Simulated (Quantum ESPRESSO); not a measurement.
# SiC (Moissanite 3C): modes at Γ and the response to a field, part 2 of 5

Aim: the zone-centre modes of SiC (Moissanite 3C).

Quantum ESPRESSO 7.5; DFT PBE, scalar-relativistic, plane waves, PseudoDojo norm-conserving pseudopotentials.

So far. Step 2 (A first look): A gap of 1.4 eV opens on this mesh, so the crystal is taken as an insulator; the start stands at 3.3 GPa. Step 4 (Self-consistent run for the response): The cell stands at 0.002 GPa, close enough for phonons.

## Step 5: Linear response at Γ

At q = 0 one unit cell holds all displacements; symmetry groups them into irreducible representations that are solved one by one. The response to a field gives ε∞ and the Born charges, which polar modes need.

File ph.in:

```
phonons
 &inputph
    prefix='x',
    outdir='./tmp',
    fildyn='g.dyn',
    tr2_ph=1.0d-18,
    epsil=.true.,
 /
0.000000000000 0.000000000000 0.000000000000
```

Launch:

```sh
OMP_NUM_THREADS=1 mpirun -n 4 ph.x -nk 4 -in ph.in > ph.out
```

The log of the run:

```text
[banners, grids, parts of the stress and lines that vanish by symmetry left out]
[banner, memory and clock lines left out]
Program PHONON v.7.5

     ./tmp/x.save/

     IMPORTANT: XC functional enforced from input :
     Exchange-correlation= PBE
                           (   1   4   3   4   0   0   0)
     Any further DFT definition will be discarded
     Please, verify this is what you really want

     G-vector sticks info

     Reading collected, re-writing distributed wavefunctions in ./tmp/

     Number and degeneracy of irreps per q-point
       N         xq(1)         xq(2)         xq(3)   N irreps
       1   0.000000000   0.000000000   0.000000000       2
        3   3

     Calculation of q =    0.0000000   0.0000000   0.0000000

     phonons

     bravais-lattice index     =            2
     lattice parameter (alat)  =       8.2767  a.u.
     unit-cell volume          =     141.7481 (a.u.)^3
     number of atoms/cell      =            2
     number of atomic types    =            2
     kinetic-energy cut-off    =      90.0000  Ry
     charge density cut-off    =     360.0000  Ry
     convergence threshold     =      1.0E-18
     beta                      =       0.7000
     number of iterations used =            4
     Exchange-correlation= PBE
                           (   1   4   3   4   0   0   0)

     celldm(1)=    8.27674  celldm(2)=    0.00000  celldm(3)=    0.00000
     celldm(4)=    0.00000  celldm(5)=    0.00000  celldm(6)=    0.00000

     crystal axes: (cart. coord. in units of alat)
               a(1) = ( -0.5000  0.0000  0.5000 )
               a(2) = (  0.0000  0.5000  0.5000 )
               a(3) = ( -0.5000  0.5000  0.0000 )

     reciprocal axes: (cart. coord. in units 2 pi/alat)
               b(1) = ( -1.0000 -1.0000  1.0000 )
               b(2) = (  1.0000  1.0000  1.0000 )
               b(3) = ( -1.0000  1.0000 -1.0000 )

     Atoms inside the unit cell:

     Cartesian axes

     site n.  atom      mass           positions (alat units)
        1  Si     28.0850   tau(    1) = (    0.00000    0.00000    0.00000  )
        2  C      12.0110   tau(    2) = (   -0.25000    0.25000    0.25000  )

     Computing dynamical matrix for
                    q = (   0.0000000   0.0000000   0.0000000 )

     25 Sym.Ops. (with q -> -q+G )

     G cutoff =  624.6847  (  16361 G-vectors)     FFT grid: ( 36, 36, 36)
     number of k points=    72
                       cart. coord. in units 2pi/alat
        k(    1) = (   0.0000000   0.0000000   0.0000000), wk =   0.0011574
        k(    2) = (  -0.0833333   0.0833333  -0.0833333), wk =   0.0092593
        k(    3) = (  -0.1666667   0.1666667  -0.1666667), wk =   0.0092593
        [... further k-points left out ...]

     PseudoPot. # 1 for Si read from file:
     ./pseudo/Si.upf
     Pseudo is Norm-conserving + core correction, Zval =  4.0
     Using radial grid of 1510 points,  6 beta functions with:
                l(1) =   0
                l(2) =   0
                l(3) =   1
                l(4) =   1
                l(5) =   2
                l(6) =   2

     PseudoPot. # 2 for C  read from file:
     ./pseudo/C.upf
     Pseudo is Norm-conserving + core correction, Zval =  4.0
     Using radial grid of 1248 points,  4 beta functions with:
                l(1) =   0
                l(2) =   0
                l(3) =   1
                l(4) =   1

     Mode symmetry, T_d (-43m)  point group:

     Electric field:
     Dielectric constant
     Born effective charges as d Force / d E

     Atomic displacements:
     There are    2 irreducible representations

     Representation     1      3 modes -  To be done

     Representation     2      3 modes -  To be done

     Alpha used in Ewald sum =   2.8000

     Electric Fields Calculation

      iter #   1   av.it.:   6.5
      thresh= 1.000E-02 alpha_mix =  0.700 |ddv_scf|^2 =  3.408E-08

      iter #   2   av.it.:  11.5
      thresh= 1.846E-05 alpha_mix =  0.700 |ddv_scf|^2 =  8.366E-10

      iter #   3   av.it.:  11.4
      thresh= 2.892E-06 alpha_mix =  0.700 |ddv_scf|^2 =  7.748E-11

      iter #   4   av.it.:  11.5
      thresh= 8.802E-07 alpha_mix =  0.700 |ddv_scf|^2 =  7.207E-13

      iter #   5   av.it.:  11.6
      thresh= 8.490E-08 alpha_mix =  0.700 |ddv_scf|^2 =  3.601E-15

      iter #   6   av.it.:  11.7
      thresh= 6.001E-09 alpha_mix =  0.700 |ddv_scf|^2 =  8.680E-17

      iter #   7   av.it.:  11.6
      thresh= 9.317E-10 alpha_mix =  0.700 |ddv_scf|^2 =  1.053E-18

      iter #   8   av.it.:  11.0
      thresh= 1.026E-10 alpha_mix =  0.700 |ddv_scf|^2 =  3.536E-20

     End of electric fields calculation

          Dielectric constant in cartesian axis

          (       6.964883657      -0.000000000       0.000000000 )
          (      -0.000000000       6.964883657      -0.000000000 )
          (      -0.000000000      -0.000000000       6.964883657 )

          Effective charges (d Force / dE) in cartesian axis without acoustic sum rule applied (asr)

           atom    1  Si    Mean Z*:        2.68912
      Ex  (        2.68912       -0.00000       -0.00000 )
      Ey  (       -0.00000        2.68912        0.00000 )
      Ez  (       -0.00000        0.00000        2.68912 )
           atom    2  C     Mean Z*:       -2.69050
      Ex  (       -2.69050       -0.00000        0.00000 )
      Ey  (       -0.00000       -2.69050       -0.00000 )
      Ez  (        0.00000       -0.00000       -2.69050 )

          Effective charges Sum: Mean:       -0.00137
             -0.00137       -0.00000        0.00000
             -0.00000       -0.00137       -0.00000
              0.00000       -0.00000       -0.00137

          Effective charges (d Force / dE) in cartesian axis with asr applied:
           atom    1  Si    Mean Z*:        2.68981
      E*x (        2.68981        0.00000       -0.00000 )
      E*y (        0.00000        2.68981        0.00000 )
      E*z (       -0.00000        0.00000        2.68981 )
           atom    2  C     Mean Z*:       -2.68981
      E*x (       -2.68981       -0.00000        0.00000 )
      E*y (       -0.00000       -2.68981       -0.00000 )
      E*z (        0.00000       -0.00000       -2.68981 )

     Representation #   1 modes #   1   2   3

     Self-consistent Calculation

      iter #   1   av.it.:   7.2
      thresh= 1.000E-02 alpha_mix =  0.700 |ddv_scf|^2 =  2.014E-07

      iter #   2   av.it.:  11.8
      thresh= 4.488E-05 alpha_mix =  0.700 |ddv_scf|^2 =  2.034E-09

      iter #   3   av.it.:  11.9
      thresh= 4.510E-06 alpha_mix =  0.700 |ddv_scf|^2 =  6.871E-11

      iter #   4   av.it.:  11.9
      thresh= 8.289E-07 alpha_mix =  0.700 |ddv_scf|^2 =  3.598E-13

      iter #   5   av.it.:  11.3
      thresh= 5.999E-08 alpha_mix =  0.700 |ddv_scf|^2 =  8.183E-15

      iter #   6   av.it.:  11.7
      thresh= 9.046E-09 alpha_mix =  0.700 |ddv_scf|^2 =  6.028E-17

      iter #   7   av.it.:  11.3
      thresh= 7.764E-10 alpha_mix =  0.700 |ddv_scf|^2 =  1.296E-18

      iter #   8   av.it.:  11.1
      thresh= 1.138E-10 alpha_mix =  0.700 |ddv_scf|^2 =  2.696E-20

     End of self-consistent calculation

     Convergence has been achieved

     Representation #   2 modes #   4   5   6

     Self-consistent Calculation

      iter #   1   av.it.:   5.9
      thresh= 1.000E-02 alpha_mix =  0.700 |ddv_scf|^2 =  5.761E-09

      iter #   2   av.it.:  11.8
      thresh= 7.590E-06 alpha_mix =  0.700 |ddv_scf|^2 =  3.053E-10

      iter #   3   av.it.:  11.7
      thresh= 1.747E-06 alpha_mix =  0.700 |ddv_scf|^2 =  1.022E-11

      iter #   4   av.it.:  11.9
      thresh= 3.196E-07 alpha_mix =  0.700 |ddv_scf|^2 =  6.713E-14

      iter #   5   av.it.:  11.9
      thresh= 2.591E-08 alpha_mix =  0.700 |ddv_scf|^2 =  2.626E-15

      iter #   6   av.it.:  12.0
      thresh= 5.124E-09 alpha_mix =  0.700 |ddv_scf|^2 =  1.478E-17

      iter #   7   av.it.:  11.4
      thresh= 3.844E-10 alpha_mix =  0.700 |ddv_scf|^2 =  6.000E-19

     End of self-consistent calculation

     Convergence has been achieved

     Number of q in the star =    1
     List of q in the star:
          1   0.000000000   0.000000000   0.000000000

          Dielectric constant in cartesian axis

          (       6.964883657      -0.000000000       0.000000000 )
          (      -0.000000000       6.964883657      -0.000000000 )
          (      -0.000000000      -0.000000000       6.964883657 )

          Effective charges (d Force / dE) in cartesian axis without acoustic sum rule applied (asr)

           atom    1  Si    Mean Z*:        2.68912
      Ex  (        2.68912       -0.00000       -0.00000 )
      Ey  (       -0.00000        2.68912        0.00000 )
      Ez  (       -0.00000        0.00000        2.68912 )
           atom    2  C     Mean Z*:       -2.69050
      Ex  (       -2.69050       -0.00000        0.00000 )
      Ey  (       -0.00000       -2.69050       -0.00000 )
      Ez  (        0.00000       -0.00000       -2.69050 )

          Effective charges Sum: Mean:       -0.00137
             -0.00137       -0.00000        0.00000
             -0.00000       -0.00137       -0.00000
              0.00000       -0.00000       -0.00137

          Effective charges (d Force / dE) in cartesian axis with asr applied:
           atom    1  Si    Mean Z*:        2.68981
      E*x (        2.68981        0.00000       -0.00000 )
      E*y (        0.00000        2.68981        0.00000 )
      E*z (       -0.00000        0.00000        2.68981 )
           atom    2  C     Mean Z*:       -2.68981
      E*x (       -2.68981       -0.00000        0.00000 )
      E*y (       -0.00000       -2.68981       -0.00000 )
      E*z (        0.00000       -0.00000       -2.68981 )

     Diagonalizing the dynamical matrix

     q = (    0.000000000   0.000000000   0.000000000 )

 **************************************************************************
     freq (    1) =      -0.040703 [THz] =      -1.357719 [cm-1]
     freq (    2) =      -0.040703 [THz] =      -1.357719 [cm-1]
     freq (    3) =      -0.040703 [THz] =      -1.357719 [cm-1]
     freq (    4) =      23.294482 [THz] =     777.020287 [cm-1]
     freq (    5) =      23.294482 [THz] =     777.020287 [cm-1]
     freq (    6) =      23.294482 [THz] =     777.020287 [cm-1]
 **************************************************************************

     Mode symmetry, T_d (-43m)  point group:

     freq (   1-   3) =         -1.4  [cm-1]   --> T_2  G_15 P_4   I+R
     freq (   4-   6) =        777.0  [cm-1]   --> T_2  G_15 P_4   I+R
```

It took 35 s on 4 MPI ranks of Intel Xeon 6975P-C (Granite Rapids), shared host; 2.3 min of CPU time.

Numbers from this step:

* miss of the charge sum rule: 0.001380 e
* largest acoustic frequency at the zone centre before the sum rule: -1.36 cm⁻¹
* highest optical zone-centre mode (no LO-TO term): 777.0 cm⁻¹
* lowest optical zone-centre mode: 777.0 cm⁻¹
* mean high-frequency dielectric constant: 6.965
* largest Born charge in size (third of the trace): 2.691 e

Born charge (rows field, columns displacement), before the sum rule (e), principal values of the symmetric part by kind of site:

```tsv
atom	atoms with these values	low	middle	high	mean
Si1	1	2.69	2.69	2.69	2.69
C2	1	-2.69	-2.69	-2.69	-2.69
```

In full for Si1:

```
2.69 0.00 0.00
0.00 2.69 0.00
0.00 0.00 2.69
```

High-frequency dielectric tensor:

```
6.96 0.00 0.00
0.00 6.96 0.00
0.00 0.00 6.96
```

The acoustic modes at Γ come out as far as 1.4 cm⁻¹ from zero, where they should vanish, a small numerical error; the Born charges miss their sum rule by 0.0014 e, which is good.

## Step 6: Zone-centre analysis

A rigid shift of the crystal must cost nothing, but grids and finite bases break this; the acoustic sum rule is imposed before the matrix is diagonalised again. With Born charges the intensities follow, and the static dielectric tensor.

File dynmat.in:

```
 &input
    fildyn='g.dyn',
    asr='simple',
    fileig='dynmat.eig',
    lperm=.true.,
 /
```

Launch:

```sh
dynmat.x -in dynmat.in > dynmat.out
```

The log of the run:

```text
[banner, memory and clock lines left out]
Program DYNMAT v.7.5

     Reading Dynamical Matrix from file g.dyn
     ...Force constants read
     ...epsilon and Z* read
     A direction for q was not specified:TO-LO splitting will be absent

     Polarizability (A^3 units)
     multiply by 0.334639 for Clausius-Mossotti correction
         9.970403   -0.000000   -0.000000
        -0.000000    9.970403   -0.000000
         0.000000   -0.000000    9.970403

     IR activities are in (D/A)^2/amu units

# mode   [cm-1]    [THz]      IR
    1     -0.00   -0.0000    0.0000
    2     -0.00   -0.0000    0.0000
    3      0.00    0.0000    0.0000
    4    777.02   23.2946   19.8408
    5    777.02   23.2946   19.8408
    6    777.02   23.2946   19.8408

Electronic dielectric permittivity tensor (relative, adimensional)
         6.964884   -0.000000   -0.000000
        -0.000000    6.964884   -0.000000
         0.000000   -0.000000    6.964884

 ... with zone-center polar mode contributions
        10.301636    0.000000   -0.000000
         0.000000   10.301636    0.000000
        -0.000000    0.000000   10.301636
```

Wall time 0.63 s (1 thread).

This step gave:

| Item | Value |
| --- | --- |
| mean static dielectric constant | 10.30 |

Unit eigenvectors of the mass-weighted matrix after the sum rule; no LO-TO term. Modes at Γ, with each element's share of the kinetic energy:

```tsv
mode	frequency (cm⁻¹)	symmetry	Si %	C %
1	0.0	acoustic	70	30
2	0.0	acoustic	70	30
3	0.0	acoustic	70	30
4	777.0	T2	30	70
5	777.0	T2	30	70
6	777.0	T2	30	70
```

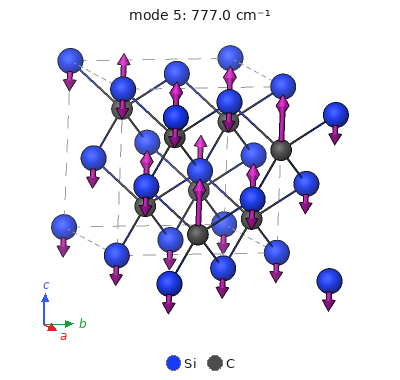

Displacement patterns of mode 5 at Γ; arrows are exaggerated. Bonds to atoms that aren't drawn are left out. 2×1×1 conventional cells are drawn. Some periodic images of atoms are drawn too.

Degenerate modes summed, no LO-TO term. Lines of the infrared spectrum (strongest = 100):

```tsv
position (cm⁻¹)	lines merged	label	IR intensity, relative
777	3	T2	100
```

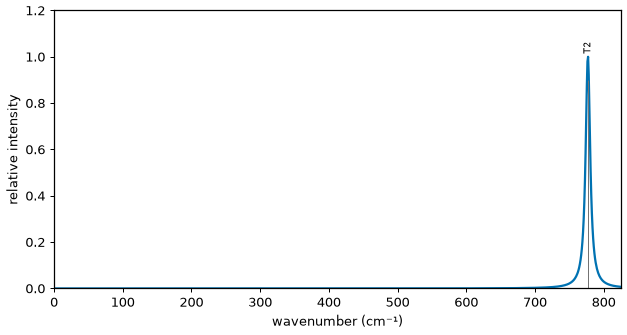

The infrared spectrum, broadened with Lorentzians of width 8 cm⁻¹; bars mark the lines.

Static dielectric tensor (ions relaxed, fixed cell):

```
10.30  0.00  0.00
 0.00 10.30  0.00
 0.00  0.00 10.30
```

The rule moves no optical mode by more than 0.1 cm⁻¹.

[end of part 2 of 5]

[Host names and launcher messages were left out of these logs when they were recorded.]

[Logs are printed without paths, hosts, clocks, repeated set-up lines and the standing remarks that a program may print on its own settings, such as how far it seeks lower states.]

[Hosts, paths, dates, database ids (printed as entryN), source tags and the programs' standing remarks are cut or masked in the printed files.]
